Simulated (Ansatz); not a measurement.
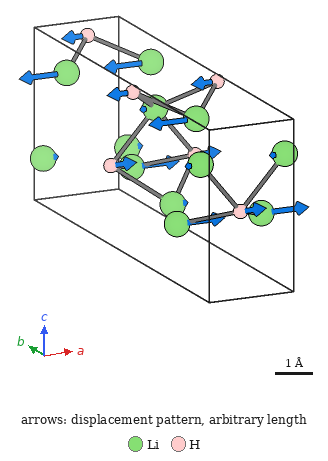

The lowest optical mode of solid Li2H (a generated structure), space group Cmc2₁ (No. 36), at the zone centre. The blue arrows give the relative displacements of the atoms. The picture is a ball-and-stick view of the conventional cell (2 times the calculation's cell), seen from a free direction. Lengths and directions refer to the drawn axes.

These are results of DFT PBE, scalar-relativistic, plane waves, PAW in Ansatz 0.2.0, not measurements. Settings: plane-wave cutoff 420 eV; k-point mesh 16 × 16 × 8; occupations fermi dirac; smearing width 0.15 eV; no spin polarisation.

The frequencies depend somewhat on the k-mesh and the smearing.

Question: Is the structure stable against all modes at this point?

Answer: Yes: this softest mode has a real frequency, and so have all others here. That speaks for this wave vector alone: the rest of the zone wasn't checked in this run. This is the A₂ mode at 134 cm⁻¹, the lowest optical level, Raman-active by symmetry. All motion is along a; atoms of one kind move against one another, with no net shift of any sublattice; the kinetic energy is shared as Li 96 %, H 4 %.
